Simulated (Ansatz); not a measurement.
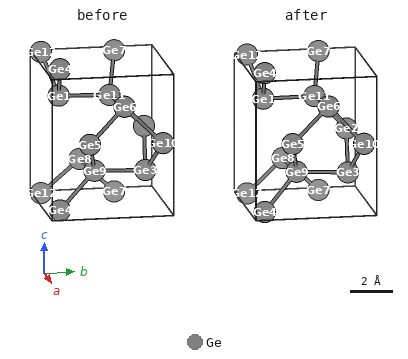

The structure of a crystal of Ge (set up in P4_32_12) before (left) and after (right) a relaxation, at one scale.

Style: ball-and-stick. Shown: the cell of the calculation, slightly off an axis.

The run lets cell and atoms move.

Theory: Kohn-Sham DFT of a periodic cell, PBEsol with D4, Ansatz PAW (Ansatz 0.2.0).

The input:
```yaml
crystal:
  lattice:
    - [5.93, 0.0, 0.0]
    - [0.0, 5.93, 0.0]
    - [0.0, 0.0, 6.98]
  atoms:
    - { symbol: Ge, position: [0.375, 0.1667, 0.75] }
    - { symbol: Ge, position: [0.3333, 0.875, 0.5] }
    - { symbol: Ge, position: [0.625, 0.8333, 0.25] }
    - { symbol: Ge, position: [0.6667, 0.125, 0.0] }
    - { symbol: Ge, position: [0.875, 0.3333, 0.5] }
    - { symbol: Ge, position: [0.8333, 0.625, 0.75] }
    - { symbol: Ge, position: [0.125, 0.6667, 0.0] }
    - { symbol: Ge, position: [0.1667, 0.375, 0.25] }
    - { symbol: Ge, position: [0.575, 0.425, 0.25] }
    - { symbol: Ge, position: [0.925, 0.925, 0.5] }
    - { symbol: Ge, position: [0.425, 0.575, 0.75] }
    - { symbol: Ge, position: [0.075, 0.075, 0.0] }
hamiltonian:
  xc: pbesol
  pseudopotentials: { kind: paw }
  dispersion: d4
kpoints:
  mp_grid: { grid: [5, 5, 4] }
scf:
  occupations: { method: fermi_dirac, width: 0.05 }
output:
  forces: true
  stress: true
  eigenvalues: true
relax:
  f_tol: 0.01
  max_steps: 40
  cell: { stress_tol: 0.05 }
```

Run as
```bash
ansatz run input.yaml --threads 4 --pin off --max-ram 11264MiB --backend cpu --events-out ev --progress --plain --runs-dir out
```

> Summarise the run.

The energy falls by 18.9 meV per atom in 3 accepted moves (4 points after the start). The largest force component goes from 0.6 to 0.0047 eV/Å. Pressure: −0.96 GPa at the start and 0.01 GPa at the end. The SCF was repeated once at an unchanged geometry on a basis and grid sized afresh for the cell, which shifted the energy by 0.1 meV per atom at most. The largest moves relative to the cell, 0.13 Å, are those of Ge9, Ge10, Ge11 and Ge12. Ge12 goes along [1 1 0]. The drawn cell changes as follows: a = b 5.930 → 5.891 Å (−0.7 %), c 6.980 → 6.867 Å (−1.6 %); the volume changes by −2.9 %. Some distances before and after: Ge1–Ge12 2.551 → 2.482 Å, Ge1–Ge11 2.439 → 2.469 Å, Ge1–Ge2 2.469 → 2.495 Å. Bond angles that change, for instance: Ge2–Ge11–Ge7 99.8° → 105.2°, Ge1–Ge11–Ge2 131.8° → 128.0°, Ge11–Ge1–Ge12 107.2° → 103.8°. The space group stays P4_32_12 (No. 96). Cost: 57 s on 4 threads of Arm Neoverse V2, with other jobs on the host, peak memory 0.95 GiB.
